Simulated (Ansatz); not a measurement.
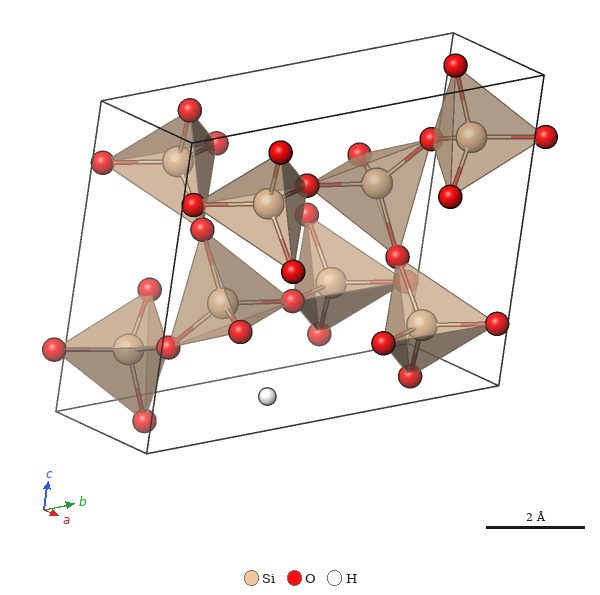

Figure 1. The input geometry (polyhedral view of the reduced cell, seen slightly off an axis; polyhedra are completed across the faces of the cell). An atom can appear more than once, as a periodic image.

Geometry relaxation, with input and output: Si6HO12 (part 1 of 2)

Si6HO12 (defect cell, 19 atoms in the cell), computed with DFT LDA, scalar-relativistic, plane waves, PAW, PAW set soft_1, spin-polarised (Ansatz 0.2.0).

The structure derives from an entry of the Crystallography Open Database. It belongs to a series of runs on one base structure; here: start relaxed.

Input file
```yaml
crystal:
  lattice:
    - [-2.46855, 5.38025, 4.40795]
    - [2.46855, -5.38025, 4.40795]
    - [2.46855, 5.38025, -4.40795]
  atoms:
    - { symbol: Si, position: [0.75, 0.75, 0.0] }
    - { symbol: Si, position: [0.25, 0.25, 0.0] }
    - { symbol: Si, position: [0.1701, 0.7745, 0.9446] }
    - { symbol: Si, position: [0.6701, 0.7255, 0.3956] }
    - { symbol: Si, position: [0.8299, 0.2255, 0.0554] }
    - { symbol: Si, position: [0.3299, 0.2745, 0.6044] }
    - { symbol: O, position: [0.2935, 0.9584, 0.2519] }
    - { symbol: O, position: [0.7935, 0.5416, 0.3351] }
    - { symbol: O, position: [0.7065, 0.0416, 0.7481] }
    - { symbol: O, position: [0.2065, 0.4584, 0.6649] }
    - { symbol: O, position: [0.9353, 0.6522, 0.8817] }
    - { symbol: O, position: [0.7295, 0.8478, 0.2831] }
    - { symbol: O, position: [0.7705, 0.0536, 0.1183] }
    - { symbol: O, position: [0.5647, 0.4464, 0.7169] }
    - { symbol: O, position: [0.0647, 0.3478, 0.1183] }
    - { symbol: O, position: [0.2705, 0.1522, 0.7169] }
    - { symbol: O, position: [0.2295, 0.9464, 0.8817] }
    - { symbol: O, position: [0.4353, 0.5536, 0.2831] }
    - { symbol: H, position: [0.9658403, 0.0453748, 0.6049197], spin: 1.0 }
magnetization:
  spin_polarized: true
basis:
  ecutwfc: 420.0
kpoints:
  mp_grid: { grid: [1, 2, 2] }
hamiltonian:
  xc: lda
  pseudopotentials: { kind: paw, azcp: { folder: soft_1 } }
scf:
  occupations: { method: fermi_dirac, width: 0.02 }
  lower_state_search: "off"
relax:
  f_tol: 0.08
  max_steps: 25
  adjacent_minimum: "off"
```

Machine: 1 thread of Arm Neoverse V1, 24 GiB of memory available, shared host.

Run as:
```bash
ansatz run input.yaml --threads 1 --pin off --max-ram 3072MiB --backend cpu --events-out ev --progress --plain --runs-dir out
```

The program's output
```
Warning: [file] the record states the generating functional pbe (its physics header spells it `PBE`), which answers neither for hamiltonian.xc's functional nor for the lda family's — results may be inconsistent (PPs are generated against a specific XC)
Warning: [file] the record states the generating functional pbe (its physics header spells it `PBE`), which answers neither for hamiltonian.xc's functional nor for the lda family's — results may be inconsistent (PPs are generated against a specific XC)
Warning: [file] the record states the generating functional pbe (its physics header spells it `PBE`), which answers neither for hamiltonian.xc's functional nor for the lda family's — results may be inconsistent (PPs are generated against a specific XC)
Engine: ansatz 0.2.0, aarch64-unknown-linux-gnu
Pseudopotentials: kind: paw
Pseudopotential: Si, paw, valence charge 4, recommended cutoff 420 eV (normal), [file]
Pseudopotential: O, paw, valence charge 6, recommended cutoff 420 eV (normal), [file]
Pseudopotential: H, paw, valence charge 1, recommended cutoff 420 eV (normal), [file]
Functional definition: SPW92
  exchange = slater_x
  correlation = pw_c
Crystal: 19 atoms, lattice volume = 234.175 Å³
Basis set: ecut = 420 eV, 4583 PW (Γ)
Bands: 68, of which v1, the nominal top of the filled ones, is band 49 counted from 1 (48 counted from 0)
Symmetry: 1 space group operations
Space group: P1 (ITA 1), of the structure as read, at distance tolerance 6.2e-5 Å
Magnetic group: BNS 1.1 (UNI 1), of the structure as read, at distance tolerance 6.2e-5 Å
k-points: 4
Non-local potential: Si, projectors of the file, l = 0: 2, l = 1: 2, l = 2: 1
Non-local potential: O, projectors of the file, l = 0: 2, l = 1: 2, l = 2: 1
Non-local potential: H, projectors of the file, l = 0: 2, l = 1: 1
PAW form: soft (Blöchl's): semilocal exchange-correlation on the pseudo side does not see the compensation charge
PAW frozen core: Si, regenerated for the run's functional, and the local potential with it (the file was generated under x = pbe(κ = 0.804, μ = 0.2195149727645171), c = pbe(β = 0.06672455060314922))
PAW frozen core: O, regenerated for the run's functional, and the local potential with it (the file was generated under x = pbe(κ = 0.804, μ = 0.2195149727645171), c = pbe(β = 0.06672455060314922))
PAW one-centre angular grid: Si, 110 points (default); XC on 64 Gauss nodes
PAW one-centre angular grid: O, 110 points (default); XC on 64 Gauss nodes
PAW one-centre angular grid: H, 110 points (default); XC on 64 Gauss nodes
Starting moments: Σ|m| = 1 μB on 1 of 19 sites
Initial wavefunctions: pseudopotential atomic-orbital guess
Functional: x = slater, c = lda
SCF iter   1: F=—  HF=-10358.045756 eV  |F-HF|=—  |Δ(HF+E_count)|=         —  Δρ=6.29e-2 (↑6.29e-2 ↓6.07e-2)  dr2=3.18e1  dr2_m=1.87e-2  M=1.000 μB ∫|m|=1.004 μB  β_m=1.00  ethr=3.10e-3  ⟨swp⟩=6.5  Hψ=2567  notcnv=0  defer=29
preconditioner: auto → Resta (q_TF=auto, 2.356 Å⁻¹)  ε∞=2.8  [insulator: Δε(μ)=2.017 eV  Ē_g=17.778 eV  σ=0.020 eV  W_gap=1.00  n_scr=50 (ndim 8)  ℏωp=23.9 eV  f_vac=0.010  D(μ)=0.00/eV (n_scr^D=0)  ε∞_Penn≈2.8]
spin=Collinear: Resta preconditioning applied to the charge; magnetization (m = ρ↑ − ρ↓) channel mixes plain (no charge-response kernel on spin).
SCF iter   2: F=—  HF=-10350.529840 eV  |F-HF|=—  |Δ(HF+E_count)|=    7.52e0  Δρ=2.82e-2 (↑2.82e-2 ↓2.76e-2)  dr2=6.70e0  dr2_m=3.90e-3  M=1.000 μB ∫|m|=1.012 μB  β_m=1.00  ethr=3.10e-3  ⟨swp⟩=3.0  Hψ=1113  notcnv=0  defer=105
SCF iter   3: F=—  HF=-10348.857199 eV  |F-HF|=—  |Δ(HF+E_count)|=    1.67e0  Δρ=1.46e-2 (↑1.45e-2 ↓1.46e-2)  dr2=9.12e-1  dr2_m=1.43e-3  M=1.000 μB ∫|m|=1.019 μB  β_m=1.00  ethr=3.10e-3  ⟨swp⟩=3.0  Hψ=957  notcnv=0  defer=105
SCF iter   4: F=—  HF=-10348.611447 eV  |F-HF|=—  |Δ(HF+E_count)|=   2.46e-1  Δρ=1.47e-3 (↑1.47e-3 ↓1.43e-3)  dr2=2.20e-2  dr2_m=8.78e-5  M=1.000 μB ∫|m|=1.019 μB  β_m=1.00  ethr=9.40e-4  ⟨swp⟩=3.6  Hψ=983  notcnv=0  defer=104
SCF iter   5: F=—  HF=-10348.612527 eV  |F-HF|=—  |Δ(HF+E_count)|=   1.08e-3  Δρ=1.13e-3 (↑1.13e-3 ↓1.11e-3)  dr2=8.02e-3  dr2_m=1.20e-5  M=1.000 μB ∫|m|=1.021 μB  β_m=0.30  ethr=2.27e-5  ⟨swp⟩=2.9  Hψ=839  notcnv=0  defer=104
Mixer restart at iter 5: flushing history
spin-set hold released at iteration 5 (site moments contracting): the magnetisation degrees of freedom join the quasi-Newton model from the next iteration; the mixer history was flushed
SCF iter   6: F=—  HF=-10348.613730 eV  |F-HF|=—  |Δ(HF+E_count)|=   1.20e-3  Δρ=8.34e-4 (↑8.34e-4 ↓8.22e-4)  dr2=4.74e-3  dr2_m=7.69e-6  M=1.000 μB ∫|m|=1.021 μB  β_m=0.65  ethr=8.27e-6  ⟨swp⟩=1.0  Hψ=440  notcnv=0  defer=104
SCF iter   7: F=—  HF=-10348.615967 eV  |F-HF|=—  |Δ(HF+E_count)|=   2.24e-3  Δρ=1.09e-4 (↑1.09e-4 ↓1.06e-4)  dr2=1.10e-4  dr2_m=1.70e-6  M=1.000 μB ∫|m|=1.023 μB  β_m=0.81  ethr=4.88e-6  ⟨swp⟩=2.8  Hψ=768  notcnv=0  defer=104
SCF iter   8: F=-10348.615957 eV  HF=-10348.616001 eV  |F-HF|=4.32e-5  |Δ(HF+E_count)|=   3.40e-5  Δρ=9.10e-5 (↑8.79e-5 ↓9.10e-5)  dr2=5.65e-5  dr2_m=4.05e-8  M=1.000 μB ∫|m|=1.023 μB  ethr=1.03e-7  ⟨swp⟩=3.0  Hψ=1957  notcnv=0
SCF 1 converged in 8 iterations: F = -10348.615957 eV  dr2 = 5.65e-5
  greatest PAW one-centre occupation: 0.861 electrons in one spin orbital (limit 2), on the O atom at site 11 (counted from 0), in its partial waves of l = 0
relax step   1: F+E_penalty+E_count = -10348.61595740 eV  Δ(F+E_penalty+E_count) = +0.000e0 eV  max|allowed force component| = 1.021e0 eV/Å  Δτ_max = 0.0000 Å  (8 SCF iters, dr2 threshold 1.00e-4 eV, accepted)
Initial density: handed on by an earlier stage of this run
Starting moments: Σ|m| = 1 μB on 1 of 19 sites; this step starts from the density that it was given
Initial wavefunctions: those handed on with the density
iter 1 solved again at ethr=6.02e-5 eV; its pass at ethr=3.10e-3 eV (dr2=5.84e-2 eV) is discarded
SCF iter   1: F=—  HF=-10348.883177 eV  |F-HF|=—  |Δ(HF+E_count)|=         —  Δρ=3.17e-3 (↑3.17e-3 ↓3.15e-3)  dr2=6.04e-2  dr2_m=1.94e-3  M=1.000 μB ∫|m|=1.024 μB  β_m=0.30  ethr=6.02e-5  ⟨swp⟩=2.1  Hψ=2179  notcnv=0  defer=103
preconditioner: auto → Resta (q_TF=auto, 2.356 Å⁻¹)  ε∞=3.1  [insulator: Δε(μ)=1.757 eV  Ē_g=16.499 eV  σ=0.020 eV  W_gap=1.00  n_scr=50 (ndim 8)  ℏωp=23.9 eV  f_vac=0.114  D(μ)=0.00/eV (n_scr^D=0)  ε∞_Penn≈3.1]
spin=Collinear: Resta preconditioning applied to the charge; magnetization (m = ρ↑ − ρ↓) channel mixes plain (no charge-response kernel on spin).
SCF iter   2: F=—  HF=-10348.873654 eV  |F-HF|=—  |Δ(HF+E_count)|=   9.52e-3  Δρ=2.24e-3 (↑2.24e-3 ↓2.23e-3)  dr2=3.00e-2  dr2_m=1.05e-3  M=1.000 μB ∫|m|=1.023 μB  β_m=0.65  ethr=6.02e-5  ⟨swp⟩=1.8  Hψ=452  notcnv=0  defer=103
SCF iter   3: F=—  HF=-10348.865942 eV  |F-HF|=—  |Δ(HF+E_count)|=   7.71e-3  Δρ=4.54e-4 (↑3.66e-4 ↓4.54e-4)  dr2=1.02e-3  dr2_m=2.47e-5  M=1.000 μB ∫|m|=1.022 μB  β_m=0.59  ethr=3.09e-5  ⟨swp⟩=2.9  Hψ=857  notcnv=0  defer=103
SCF iter   4: F=—  HF=-10348.865744 eV  |F-HF|=—  |Δ(HF+E_count)|=   1.98e-4  Δρ=1.28e-4 (↑1.23e-4 ↓1.28e-4)  dr2=8.82e-5  dr2_m=6.63e-6  M=1.000 μB ∫|m|=1.022 μB  β_m=0.73  ethr=1.05e-6  ⟨swp⟩=2.0  Hψ=810  notcnv=0  defer=103
SCF iter   5: F=-10348.865750 eV  HF=-10348.865752 eV  |F-HF|=1.75e-6  |Δ(HF+E_count)|=   7.46e-6  Δρ=3.50e-5 (↑3.25e-5 ↓3.50e-5)  dr2=8.41e-6  dr2_m=3.80e-7  M=1.000 μB ∫|m|=1.022 μB  ethr=6.71e-8  ⟨swp⟩=4.0  Hψ=1644  notcnv=0
SCF 2 converged in 5 iterations: F = -10348.865750 eV  dr2 = 8.41e-6
  greatest PAW one-centre occupation: 0.861 electrons in one spin orbital (limit 2), on the O atom at site 15 (counted from 0), in its partial waves of l = 0
relax step   2: F+E_penalty+E_count = -10348.86574999 eV  Δ(F+E_penalty+E_count) = -2.498e-1 eV  max|allowed force component| = 7.571e-1 eV/Å  Δτ_max = 0.1903 Å  (5 SCF iters, dr2 threshold 6.51e-5 eV, accepted)
[...]
preconditioner: auto → Resta (q_TF=auto, 2.356 Å⁻¹)  ε∞=3.1  [insulator: Δε(μ)=1.837 eV  Ē_g=16.540 eV  σ=0.020 eV  W_gap=1.00  n_scr=50 (ndim 8)  ℏωp=23.9 eV  f_vac=0.105  D(μ)=0.00/eV (n_scr^D=0)  ε∞_Penn≈3.1]
spin=Collinear: Resta preconditioning applied to the charge; magnetization (m = ρ↑ − ρ↓) channel mixes plain (no charge-response kernel on spin).
  greatest PAW one-centre occupation: 0.860 electrons in one spin orbital (limit 2), on the O atom at site 11 (counted from 0), in its partial waves of l = 0
relax step   3: F+E_penalty+E_count = -10349.10650682 eV  Δ(F+E_penalty+E_count) = -2.408e-1 eV  max|allowed force component| = 6.857e-1 eV/Å  Δτ_max = 0.1822 Å  (6 SCF iters, dr2 threshold 3.58e-5 eV, accepted)
preconditioner: auto → Resta (q_TF=auto, 2.356 Å⁻¹)  ε∞=3.1  [insulator: Δε(μ)=1.921 eV  Ē_g=16.596 eV  σ=0.020 eV  W_gap=1.00  n_scr=50 (ndim 8)  ℏωp=23.9 eV  f_vac=0.101  D(μ)=0.00/eV (n_scr^D=0)  ε∞_Penn≈3.1]
spin=Collinear: Resta preconditioning applied to the charge; magnetization (m = ρ↑ − ρ↓) channel mixes plain (no charge-response kernel on spin).
  greatest PAW one-centre occupation: 0.857 electrons in one spin orbital (limit 2), on the O atom at site 11 (counted from 0), in its partial waves of l = 0
relax step   4: F+E_penalty+E_count = -10349.23760961 eV  Δ(F+E_penalty+E_count) = -1.311e-1 eV  max|allowed force component| = 4.171e-1 eV/Å  Δτ_max = 0.2000 Å  (6 SCF iters, dr2 threshold 1.00e-4 eV, accepted)
preconditioner: auto → Resta (q_TF=auto, 2.356 Å⁻¹)  ε∞=3.1  [insulator: Δε(μ)=2.011 eV  Ē_g=16.601 eV  σ=0.020 eV  W_gap=1.00  n_scr=50 (ndim 8)  ℏωp=23.9 eV  f_vac=0.104  D(μ)=0.00/eV (n_scr^D=0)  ε∞_Penn≈3.1]
spin=Collinear: Resta preconditioning applied to the charge; magnetization (m = ρ↑ − ρ↓) channel mixes plain (no charge-response kernel on spin).
  greatest PAW one-centre occupation: 0.857 electrons in one spin orbital (limit 2), on the O atom at site 9 (counted from 0), in its partial waves of l = 0
relax step   5: F+E_penalty+E_count = -10349.29244476 eV  Δ(F+E_penalty+E_count) = -5.484e-2 eV  max|allowed force component| = 2.409e-1 eV/Å  Δτ_max = 0.2000 Å  (5 SCF iters, dr2 threshold 6.44e-5 eV, accepted)
preconditioner: auto → Resta (q_TF=auto, 2.356 Å⁻¹)  ε∞=3.1  [insulator: Δε(μ)=2.038 eV  Ē_g=16.574 eV  σ=0.020 eV  W_gap=1.00  n_scr=50 (ndim 8)  ℏωp=23.9 eV  f_vac=0.103  D(μ)=0.00/eV (n_scr^D=0)  ε∞_Penn≈3.1]
spin=Collinear: Resta preconditioning applied to the charge; magnetization (m = ρ↑ − ρ↓) channel mixes plain (no charge-response kernel on spin).
relax step   6: F+E_penalty+E_count = -10349.30728650 eV  Δ(F+E_penalty+E_count) = -1.484e-2 eV  max|allowed force component| = 8.137e-2 eV/Å  Δτ_max = 0.0756 Å  (6 SCF iters, dr2 threshold 1.94e-5 eV, accepted)
preconditioner: auto → Resta (q_TF=auto, 2.356 Å⁻¹)  ε∞=3.1  [insulator: Δε(μ)=2.007 eV  Ē_g=16.382 eV  σ=0.020 eV  W_gap=1.00  n_scr=50 (ndim 8)  ℏωp=23.9 eV  f_vac=0.098  D(μ)=0.00/eV (n_scr^D=0)  ε∞_Penn≈3.1]
spin=Collinear: Resta preconditioning applied to the charge; magnetization (m = ρ↑ − ρ↓) channel mixes plain (no charge-response kernel on spin).
  greatest PAW one-centre occupation: 0.858 electrons in one spin orbital (limit 2), on the O atom at site 9 (counted from 0), in its partial waves of l = 0
relax step   7: F+E_penalty+E_count = -10349.16312517 eV  Δ(F+E_penalty+E_count) = +1.442e-1 eV  max|allowed force component| = 4.314e-1 eV/Å  Δτ_max = 0.1956 Å  (8 SCF iters, rejected (line search))
preconditioner: auto → Resta (q_TF=auto, 2.356 Å⁻¹)  ε∞=3.1  [insulator: Δε(μ)=2.039 eV  Ē_g=16.629 eV  σ=0.020 eV  W_gap=1.00  n_scr=50 (ndim 8)  ℏωp=23.9 eV  f_vac=0.100  D(μ)=0.00/eV (n_scr^D=0)  ε∞_Penn≈3.1]
spin=Collinear: Resta preconditioning applied to the charge; magnetization (m = ρ↑ − ρ↓) channel mixes plain (no charge-response kernel on spin).
relax step   8: F+E_penalty+E_count = -10349.31110920 eV  Δ(F+E_penalty+E_count) = -3.823e-3 eV  max|allowed force component| = 3.502e-2 eV/Å  Δτ_max = 0.0867 Å  (9 SCF iters, accepted)
```

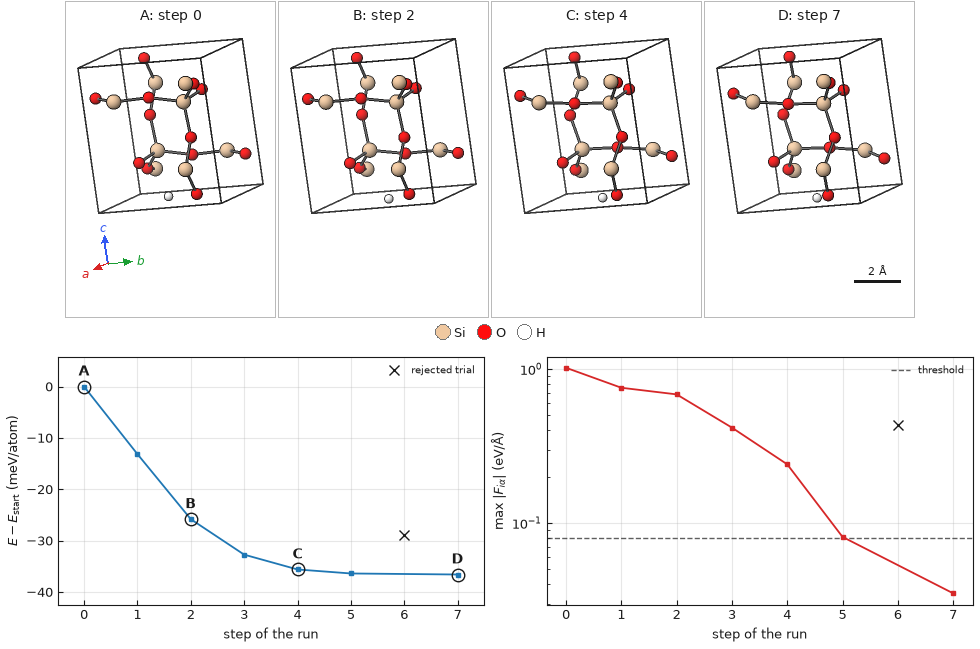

Figure 2. Frames of the relaxation (ball-and-stick view of the reduced cell, seen slightly off an axis) above the curves, on which the letters mark them (the first geometry is step 0 here and step 1 in the log).

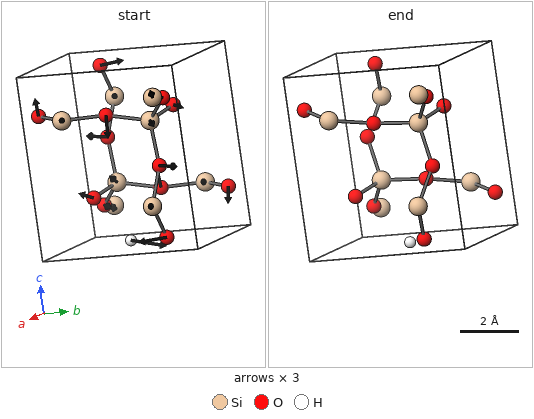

Figure 3. Before (left) and after (right) the relaxation, at one scale (ball-and-stick view of the reduced cell, seen slightly off an axis). The black arrows give the displacements, magnified 3 times. After 7 geometry steps the energy has fallen by 36.6 meV per atom. Largest force component: 1 eV/Å at the start, 0.035 eV/Å at the end. The line search rejected the trial step at point 6 (counted from 0) and went back. H19 moves most: 0.43 Å. Largest moves by element: H 0.43 Å, O 0.35 Å, Si 0.15 Å. The cell doesn't change. Among the contacts that change: Si4–O12 1.609 → 1.615 Å. Among the angles that change: O9–Si4–O12 102.5° → 110.6°, O10–Si3–O11 102.5° → 109.7°, O7–Si3–O11 116.2° → 109.4°. (Atoms are counted from 1 in the order of the input.)

```
Magnetization: 1.0000 μB (49.0000 up, 48.0000 down)
Absolute magnetization: 1.0180 μB (∫|ρ↑−ρ↓|, with the PAW one-centre terms)
Spin contamination: 0.0011 ħ² per cell (⟨S²⟩ above its minimum at these occupations)
Per-site moments (μB) at R_I (Å): [(2.052428389446109e-6, 0.6630838497508075), (-1.4571355571936459e-5, 0.6627790844528526), (0.00026330138063057444, 0.6631961712175868), (-0.0005321269254470643, 0.6641648839050015), (0.00047292219908174536, 0.6631737176674417), (-0.00044951524035467913, 0.663245516031227), (0.0015920002541024148, 0.6633994878930047), (0.023777852915937453, 0.6639226137075321), (0.008545375379924985, 0.6641648839050015), (0.028989405550654553, 0.664696801069069), (0.003559815855815734, 0.6631961712175868), (0.03571306869941343, 0.6650006513684017), (0.0006924827390541787, 0.6637671124772995), (0.0015903317059097592, 0.6630838497508075), (0.00988224051108096, 0.6631737176674417), (0.02492793878403435, 0.66513287370708), (0.0006137389023441909, 0.6640271110497532), (0.0010215214099018575, 0.6627790844528526), (0.6632311961063607, 0.9443093844743036)]
Free energy (F): -10349.311109 eV
Harris-Foulkes:  -10349.311109 eV  (|F-HF|=1.93e-9)
Internal energy: -10349.311109 eV  (E = F + TS)
E sigma→0 (E₀):  -10349.311109 eV
Fermi energy:    4.862059 eV
[...]
```
